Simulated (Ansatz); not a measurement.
## Geometry relaxation of ZrH$_{4}$ (part 3 of 3)

Continued. System: ZrH$_{4}$ (P1, 10 atoms in the cell). Method: DFT PBE, scalar-relativistic, plane waves, PAW (Ansatz 0.2.0); cutoff 420 eV, 8×8×4 k-mesh, Gaussian smearing of 0.2 eV. The structure was made by a generator, so it may or may not be a known phase. The run did not end well.

Geometry of the input (Å; fractional positions):
```
-3.1544  0.0290  -0.0144
-0.0144  0.0322  -3.1144
0.0580  -6.4487  0.0644
Zr 1.0281  0.0188  0.5075
Zr -0.0084  -0.0272  -0.0199
H  0.5543  0.5257  0.7689
H  0.4909  0.5168  0.2473
H  1.0122  0.5223  0.7547
H  0.9621  0.4798  0.2569
H  0.5044  0.4447  0.4899
H  0.5141  0.5106  0.9965
H  0.4641  0.9927  0.7584
H  0.4783  1.0159  0.2397
```

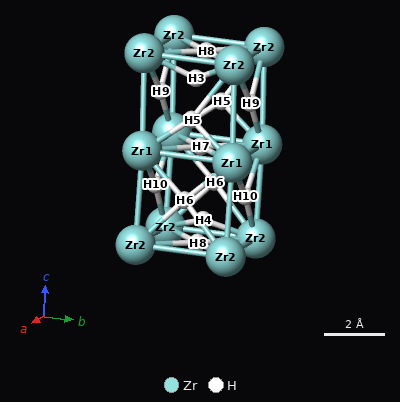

**Figure 1.** The geometry at step 8 of the log (ball-and-stick view of the cell of the calculation, seen slightly off an axis; atoms are numbered from 1 in the order of the input).

```
Step cancelled. What follows is not a result of the run: it is the report of the last solve that finished, which converged after 6 SCF iterations.
Free energy (F): -8495.521830 eV
Harris-Foulkes:  -8495.521830 eV  (|F-HF|=1.78e-7)
Internal energy: -8495.502309 eV  (E = F + TS)
E sigma→0 (E₀):  -8495.512070 eV
Entropy (-TS):   -0.019521 eV (-1.952 meV/atom)
Fermi energy:    10.590025 eV
--- Per-component energies (eV) ---
  E_band       = -263.790993
  E_kinetic    = 779.357959
  E_local      = -1474.735712  (includes V_loc(G=0)·N_el)
  E_nonlocal   = 167.636237
  E_hartree    = 454.000245
  E_xc         = -398.838793
  E_vxc        = -479.929795  (∫ρ·V_xc dr)
  E_paw        = -5910.836997  (= ΣΔE_a)
  E_vpaw       = -164.113959  (= ΣTr[D̂ρ^β])
  E_aug_tail   = -0.006334  (compensation charges beyond the density's cutoff)
  E_ewald      = -2112.078914
  E_smearing   = -0.019521  (= −TS)
  E_closure    = -0.000000  (closes the sum)
  Σ components = -8495.521830   (vs F -8495.521830, Δ=0.00e0)
--- Forces (eV/Å), atoms counted from 1 ---
  atom   1  Zr    -0.10685293    -0.51043413    -0.01896497
  atom   2  Zr    -0.00842779     0.58752489    -0.51834557
  atom   3  H     -0.39597551     0.22466671     0.36848647
  atom   4  H     -0.07901913    -0.08298771     0.09133619
  atom   5  H      0.05078164     0.18966961    -0.13282210
  atom   6  H     -0.04687067     0.14498343    -0.00555358
  atom   7  H     -0.18179845    -0.01899344     0.00179230
  atom   8  H      0.73052752    -0.49061586     0.26759311
  atom   9  H      0.04685662    -0.08299596    -0.06705831
  atom  10  H     -0.00924331     0.03923810     0.01353417
  max |Σ_I F_I| component: 5.56e-5 eV/Å
--- Stress (GPa, compression-positive) ---
        1.263967      -2.922553       2.479801
       -2.922553       0.209642       0.675749
        2.479801       0.675749      -0.768679
  P = ⅓ Tr σ = 0.2350 GPa (2.350 kbar)
--- Band table (eV; the first three rows and the last of 132) ---
  k-point 0: bands = ["-38.8279", "-38.7215", "-17.1109", "-16.7495", "-16.7290", "-16.7027", "-16.6340", "-16.5100", "-0.3415", "2.7518", "4.2151", "6.7091", "7.1868", "7.9321", "9.2533", "10.3232", "11.7531", "11.8404", "12.1896", "12.2305", "12.4420", "13.2669", "14.9693", "15.7089", "15.7713", "16.5075"]
  k-point 1: bands = ["-38.8261", "-38.7236", "-17.0470", "-16.7583", "-16.7472", "-16.7055", "-16.6459", "-16.5390", "-0.1384", "2.1480", "4.8053", "6.7688", "7.1164", "7.8911", "9.0965", "9.8239", "11.8458", "11.9987", "12.0056", "12.3082", "12.6814", "13.7146", "14.5955", "15.7111", "16.3580", "16.6889"]
  k-point 2: bands = ["-38.8244", "-38.7260", "-16.9255", "-16.8509", "-16.7482", "-16.7074", "-16.6592", "-16.5603", "0.1467", "1.6074", "5.3531", "6.6219", "7.1389", "7.8295", "8.9715", "9.5367", "11.8875", "11.9320", "11.9914", "12.2476", "12.6649", "14.3302", "14.9440", "15.6822", "16.2267", "17.0227"]
  k-point 131: bands = ["-38.7735", "-38.6721", "-17.0853", "-17.0404", "-16.9517", "-16.9011", "-16.8359", "-16.7162", "2.1685", "4.3077", "4.8014", "5.1662", "6.4536", "6.8344", "7.4542", "8.3849", "11.3573", "12.9408", "13.9103", "14.2690", "14.4105", "14.6072", "15.7546", "15.9894", "16.4588", "16.8499"]
End of that report.
Error: SIGTERM received: cancelled by the caller after 15 completed ionic steps
```

## Trajectory as extended XYZ (Å, eV, eV/Å), 15 frames, from step=1 to step=15
```
10
Lattice="-3.1544 0.0290 -0.0144 -0.0144 0.0322 -3.1144 0.0580 -6.4487 0.0644" Properties=species:S:1:pos:R:3:forces:R:3 step=1 energy=-8491.50273 pressure_GPa=4.05
Zr   -3.2138   -3.2425   -0.0406    0.0660   0.9647   0.3328
Zr    0.0257    0.1271    0.0836    0.2002  -1.2597  -0.1906
H    -1.7114   -4.9255   -1.5956   -0.4250  -0.4682  -0.1966
H    -1.5415   -1.5637   -1.6006   -0.0537   0.2363  -0.1844
H    -3.1566   -4.8205   -1.5928    0.1878   0.5672   0.3325
H    -3.0268   -1.6135   -1.4917   -0.1174   0.0044  -0.1693
H    -1.5691   -3.1305   -1.3607   -0.1090  -0.2942  -0.4201
H    -1.5712   -6.3951   -1.5334    0.1661  -0.0306   0.2686
H    -1.4344   -4.8452   -3.0497   -0.0192   0.3069  -0.0657
H    -1.5096   -1.4991   -3.1553    0.1043  -0.0268   0.2925
10
Lattice="-3.2160 0.0639 -0.0397 -0.0394 0.0706 -3.1780 0.1308 -6.4259 0.1457" Properties=species:S:1:pos:R:3:forces:R:3 step=2 energy=-8491.89550 pressure_GPa=-0.73
Zr   -3.2484   -3.0042    0.0086   -0.0219  -1.2077   0.0106
Zr    0.0686   -0.0418    0.1050    0.1958   1.2045   0.0616
H    -1.8073   -4.9977   -1.6375   -0.7620  -0.9630  -0.2396
H    -1.5892   -1.4685   -1.6498    0.0565   0.5203  -0.1566
H    -3.1407   -4.6542   -1.5483    0.3177   0.2677  -0.0178
H    -3.1111   -1.5410   -1.5751   -0.0429   0.0709   0.0947
H    -1.5858   -3.1523   -1.4355    0.0942   0.0112  -0.0472
H    -1.4986   -6.3620   -1.4350    0.1737   0.1238   0.1525
H    -1.4016   -4.7263   -3.0825   -0.0069   0.0728   0.0939
H    -1.5248   -1.4449   -3.1497   -0.0042  -0.1005   0.0481
10
Lattice="-3.2166 0.0678 -0.0638 -0.0631 0.0749 -3.1842 0.1395 -6.4147 0.1550" Properties=species:S:1:pos:R:3:forces:R:3 step=3 energy=-8492.35925 pressure_GPa=-0.11
Zr   -3.2363   -3.0214   -0.0052    0.0639  -1.1101  -0.0623
Zr    0.0744   -0.0237    0.1022    0.1345   0.8445   0.0563
H    -1.9286   -5.1396   -1.6471   -0.6521  -1.0546   0.0679
H    -1.5934   -1.3330   -1.7080    0.2100   1.0015  -0.1084
H    -3.0810   -4.6027   -1.5700    0.0288   0.2813  -0.0905
H    -3.1335   -1.5364   -1.5988   -0.0027  -0.0453   0.1679
H    -1.5736   -3.1625   -1.4497    0.0828   0.0891  -0.0391
H    -1.4863   -6.3209   -1.4295    0.0919   0.0796   0.0268
H    -1.4270   -4.7037   -3.0749    0.0577   0.0824  -0.0397
H    -1.5326   -1.4484   -3.1473   -0.0147  -0.1685   0.0210
10
Lattice="-3.2274 0.0790 -0.0846 -0.0838 0.0751 -3.1921 0.1628 -6.4219 0.1559" Properties=species:S:1:pos:R:3:forces:R:3 step=4 energy=-8492.84820 pressure_GPa=0.06
Zr   -3.2270   -3.0468   -0.0249    0.0928  -1.0584  -0.1360
Zr    0.0712   -0.0282    0.0959    0.0323   0.5738   0.0433
H    -2.0027   -5.2740   -1.6239   -0.4212  -0.8266   0.2974
H    -1.5736   -1.1391   -1.7456    0.5312   1.2928   0.0237
H    -3.0756   -4.5711   -1.6090   -0.2824   0.4175  -0.1247
H    -3.1504   -1.5485   -1.6208    0.0293  -0.1218   0.1779
H    -1.5607   -3.1647   -1.4697    0.0487   0.1147  -0.0457
H    -1.4725   -6.3054   -1.4410   -0.0646  -0.2027  -0.1080
H    -1.4359   -4.7068   -3.0948    0.0179   0.0446  -0.0974
H    -1.5420   -1.4755   -3.1547    0.0161  -0.2340  -0.0306
10
Lattice="-3.2458 0.1084 -0.0947 -0.0941 0.0724 -3.1927 0.2231 -6.4602 0.1499" Properties=species:S:1:pos:R:3:forces:R:3 step=5 energy=-8493.35111 pressure_GPa=-0.09
Zr   -3.2093   -3.0746   -0.0461    0.1146  -0.7057  -0.0684
Zr    0.0635   -0.0358    0.0939   -0.0996   0.3380  -0.0828
H    -2.0312   -5.3697   -1.5931   -0.4307  -0.6032   0.3795
H    -1.4953   -0.9594   -1.7466    0.8298   1.1687   0.1557
H    -3.0924   -4.5382   -1.6475   -0.4013   0.5022  -0.1692
H    -3.1486   -1.5609   -1.6283    0.0468  -0.0992   0.1446
H    -1.5362   -3.1685   -1.4902    0.0241   0.0764  -0.0419
H    -1.4342   -6.3247   -1.4562   -0.0879  -0.4074  -0.1622
H    -1.4139   -4.7381   -3.1137   -0.0694  -0.0564  -0.0925
H    -1.5321   -1.5187   -3.1539    0.0736  -0.2134  -0.0628
10
Lattice="-3.2653 0.1463 -0.0996 -0.0996 0.0677 -3.1888 0.3010 -6.4869 0.1395" Properties=species:S:1:pos:R:3:forces:R:3 step=6 energy=-8493.83949 pressure_GPa=0.80
Zr   -3.1851   -3.0917   -0.0654    0.1297  -0.0968   0.0112
Zr    0.0513   -0.0301    0.0877   -0.1934   0.1048  -0.2644
H    -2.0359   -5.4383   -1.5538   -0.5306  -0.4493   0.2899
H    -1.3784   -0.7982   -1.7262    0.9062   0.6008   0.3485
H    -3.1161   -4.4770   -1.6872   -0.3794   0.4278  -0.1775
H    -3.1373   -1.5548   -1.6251    0.0615  -0.0455   0.0894
H    -1.5054   -3.1568   -1.5044   -0.0061  -0.0026  -0.0446
H    -1.3834   -6.3578   -1.4814    0.0669  -0.2344  -0.1232
H    -1.3803   -4.7599   -3.1311   -0.1760  -0.1790  -0.0699
H    -1.5143   -1.5535   -3.1571    0.1213  -0.1258  -0.0595
10
Lattice="-3.2998 0.1967 -0.0997 -0.1002 0.0749 -3.1999 0.4046 -6.4782 0.1542" Properties=species:S:1:pos:R:3:forces:R:3 step=7 energy=-8494.24748 pressure_GPa=1.64
Zr   -3.1673   -3.0471   -0.0636    0.1153   0.0886  -0.0168
Zr    0.0382   -0.0377    0.0770   -0.1978   0.0633  -0.4135
H    -2.0510   -5.4620   -1.5050   -0.3577  -0.3520   0.0800
H    -1.2323   -0.6562   -1.6860    0.7167   0.0020   0.5918
H    -3.1462   -4.3543   -1.7153   -0.2530   0.2741  -0.1380
H    -3.1280   -1.5094   -1.6199    0.0966   0.0623   0.0811
H    -1.4711   -3.1234   -1.5152   -0.0291  -0.0310  -0.0219
H    -1.2952   -6.3510   -1.4846    0.0223   0.1575  -0.0919
H    -1.3354   -4.7391   -3.1446   -0.2205  -0.2172  -0.0398
H    -1.4883   -1.5560   -3.1697    0.1071  -0.0477  -0.0310
10
Lattice="-3.3412 0.2459 -0.0931 -0.0940 0.0999 -3.2375 0.5059 -6.4258 0.2068" Properties=species:S:1:pos:R:3:forces:R:3 step=8 energy=-8494.54403 pressure_GPa=1.37
Zr   -3.1614   -2.9735   -0.0416    0.0442   0.1468  -0.0978
Zr    0.0163   -0.0436    0.0611   -0.0762   0.0152  -0.2235
H    -2.0728   -5.4403   -1.4401    0.0818  -0.2081  -0.1397
H    -1.0704   -0.5417   -1.6171    0.0532   0.0692   0.4233
H    -3.1916   -4.1878   -1.7381   -0.1021   0.0735  -0.0683
H    -3.1061   -1.4321   -1.6034    0.0910   0.0419   0.1317
H    -1.4410   -3.0645   -1.5166   -0.0254  -0.0348   0.0017
H    -1.1960   -6.2713   -1.4639   -0.0080   0.0363  -0.0302
H    -1.3041   -4.6750   -3.1568   -0.1350  -0.0740  -0.0050
H    -1.4605   -1.5245   -3.1957    0.0763  -0.0660   0.0079
10
Lattice="-3.3948 0.2569 -0.1272 -0.1267 0.2009 -3.3210 0.5312 -6.2140 0.4203" Properties=species:S:1:pos:R:3:forces:R:3 step=9 energy=-8494.68233 pressure_GPa=2.14
Zr   -3.1883   -2.8502    0.0146    0.0188  -0.2012  -0.0907
Zr    0.0040   -0.0607    0.0426   -0.1251   0.4033   0.1183
H    -2.0959   -5.3316   -1.3219   -0.0460   0.2562  -0.1316
H    -1.0310   -0.3029   -1.5996    0.2096  -0.3224   0.0439
H    -3.3375   -3.9736   -1.7543    0.0841   0.0169  -0.0715
H    -3.0843   -1.3084   -1.5300    0.0296  -0.3797   0.1560
H    -1.4704   -2.9227   -1.4645    0.0405  -0.0032   0.0579
H    -1.2505   -5.9650   -1.3455   -0.2548   0.1388  -0.0768
H    -1.4276   -4.3927   -3.1444    0.0668   0.1907   0.0461
H    -1.4648   -1.4164   -3.1638   -0.0238  -0.0996  -0.0515
10
Lattice="-3.4024 0.2736 -0.1397 -0.1386 0.2648 -3.3320 0.5666 -6.0575 0.5544" Properties=species:S:1:pos:R:3:forces:R:3 step=10 energy=-8494.46753 pressure_GPa=5.48 accepted=F
Zr   -3.1512   -2.8061    0.0521    0.0220   1.3668  -0.4413
Zr   -0.0542    0.0502   -0.0040    0.8176  -0.8761   1.6214
H    -1.9854   -5.0846   -1.2278   -0.0001  -0.0551  -0.1491
H    -0.8932   -0.3498   -1.4994   -0.8734  -0.1083  -1.6797
H    -3.4076   -3.8028   -1.7629    0.1035  -0.0792   0.2589
H    -3.0178   -1.2578   -1.3583    0.1113  -0.6899  -0.0835
H    -1.4443   -2.7811   -1.3472    0.0088  -0.0927   0.0290
H    -1.3610   -5.8522   -1.3241   -0.3015   0.4418   0.2518
H    -1.4996   -4.1255   -3.0880    0.1538   0.2804   0.0641
H    -1.4603   -1.3124   -3.1661   -0.0418  -0.1874   0.1287
10
Lattice="-3.4047 0.2685 -0.1481 -0.1470 0.2443 -3.3387 0.5546 -6.2652 0.5102" Properties=species:S:1:pos:R:3:forces:R:3 step=11 energy=-8494.81766 pressure_GPa=-0.02
Zr   -3.1742   -2.8692    0.0242   -0.0360   0.0645  -0.0749
Zr   -0.0139   -0.0293    0.0376   -0.1133   0.0646   0.1002
H    -2.0859   -5.3133   -1.2750    0.0501   0.1612  -0.0383
H    -1.0240   -0.3171   -1.6001   -0.0001  -0.0796  -0.1174
H    -3.3450   -3.9577   -1.7615    0.0805  -0.0602  -0.0614
H    -3.0602   -1.3642   -1.4636    0.0430  -0.2890   0.1530
H    -1.4558   -2.9278   -1.4154    0.0785  -0.0147   0.0942
H    -1.3081   -5.9770   -1.3058   -0.1861   0.0927  -0.0731
H    -1.4523   -4.3372   -3.1034    0.0344   0.1472   0.0030
H    -1.4709   -1.4009   -3.1681    0.0490  -0.0866   0.0148
10
Lattice="-3.3899 0.2805 -0.1801 -0.1782 0.3019 -3.3399 0.5787 -6.2974 0.6297" Properties=species:S:1:pos:R:3:forces:R:3 step=12 energy=-8494.94351 pressure_GPa=0.31
Zr   -3.1381   -2.8686    0.0455   -0.0870   0.0552  -0.0111
Zr   -0.0367   -0.0089    0.0270   -0.0050  -0.1386   0.0899
H    -2.0599   -5.2739   -1.2033   -0.0768   0.2646  -0.0045
H    -1.0409   -0.2944   -1.6128    0.0972  -0.0935  -0.0563
H    -3.3251   -3.9358   -1.7487    0.0592  -0.0231  -0.0356
H    -3.0117   -1.4132   -1.3880    0.0602  -0.1241   0.0243
H    -1.4202   -2.9230   -1.3344    0.1097  -0.0304   0.1062
H    -1.3592   -5.9448   -1.2423   -0.2130   0.0588  -0.1663
H    -1.4762   -4.2581   -3.0436    0.0072   0.0948   0.0046
H    -1.4685   -1.3739   -3.1313    0.0483  -0.0636   0.0486
10
Lattice="-3.3748 0.3071 -0.2409 -0.2377 0.3760 -3.3403 0.6328 -6.3513 0.7834" Properties=species:S:1:pos:R:3:forces:R:3 step=13 energy=-8495.10717 pressure_GPa=0.68
Zr   -3.0956   -2.8546    0.0539   -0.1713  -0.2278   0.1015
Zr   -0.0582   -0.0048    0.0138    0.2049  -0.2854   0.1075
H    -2.0564   -5.1844   -1.1310   -0.0828   0.3548   0.1395
H    -1.0530   -0.2780   -1.6218    0.0139  -0.0277  -0.0067
H    -3.2892   -3.9017   -1.7472    0.0145   0.0889  -0.0055
H    -2.9389   -1.4621   -1.3352    0.0635   0.1309  -0.1439
H    -1.3446   -2.9380   -1.2101    0.1252  -0.0436   0.0800
H    -1.4487   -5.8947   -1.2186   -0.2150   0.0319  -0.3068
H    -1.5099   -4.1673   -2.9707   -0.0079  -0.0023   0.0026
H    -1.4785   -1.3485   -3.0631    0.0549  -0.0198   0.0317
10
Lattice="-3.3637 0.3435 -0.3417 -0.3369 0.4468 -3.3391 0.7078 -6.4188 0.9307" Properties=species:S:1:pos:R:3:forces:R:3 step=14 energy=-8495.34610 pressure_GPa=0.52
Zr   -3.0513   -2.8631    0.0012   -0.2138  -0.3669   0.1311
Zr   -0.0746   -0.0217    0.0288    0.3085  -0.1254  -0.1006
H    -2.1310   -5.0073   -1.0513   -0.2246   0.3745   0.3093
H    -1.1225   -0.2454   -1.5937   -0.0266  -0.0483   0.0970
H    -3.2496   -3.8422   -1.7996    0.0170   0.1704  -0.0732
H    -2.8790   -1.4882   -1.3651    0.0096   0.2472  -0.1623
H    -1.2411   -2.9827   -1.1188   -0.0373  -0.0773   0.0196
H    -1.5955   -5.7915   -1.2706    0.0473  -0.1567  -0.3293
H    -1.4681   -4.2112   -2.8982    0.0684  -0.0814   0.0377
H    -1.5149   -1.3457   -3.0244    0.0513   0.0640   0.0709
10
Lattice="-3.3570 0.3867 -0.4405 -0.4345 0.4954 -3.3262 0.7968 -6.4979 1.0318" Properties=species:S:1:pos:R:3:forces:R:3 step=15 energy=-8495.52183 pressure_GPa=0.48
Zr   -3.0354   -2.8738   -0.0722   -0.1069  -0.5104  -0.0190
Zr   -0.0515   -0.0430    0.0416   -0.0084   0.5875  -0.5183
H    -2.1889   -4.8581   -0.9904   -0.3960   0.2247   0.3685
H    -1.1738   -0.2358   -1.5561   -0.0790  -0.0830   0.0913
H    -3.2112   -3.7773   -1.8847    0.0508   0.1897  -0.1328
H    -2.8631   -1.4683   -1.4360   -0.0469   0.1450  -0.0056
H    -1.1944   -3.0524   -1.0680   -0.1818  -0.0190   0.0018
H    -1.6653   -5.7345   -1.3699    0.7305  -0.4906   0.2676
H    -1.3895   -4.3178   -2.8053    0.0469  -0.0830  -0.0671
H    -1.5575   -1.3313   -2.9740   -0.0092   0.0392   0.0135
```

## What the run reported

```json
{"quantity": "outcome", "value": "stopped at the time limit"}
{"quantity": "space group (tolerance 0.01 Å)", "value": "P1 (1)"}
{"quantity": "final cell", "value": "a = 3.408 Å, b = 3.391 Å, c = 6.627 Å, α = 108.14°, β = 104.47°, γ = 74.36°"}
{"quantity": "wall time", "value": "9.3 min"}
{"quantity": "peak memory", "value": "0.48 GiB"}
```

## What went wrong

The run was cut off by its time limit, so the output is incomplete.
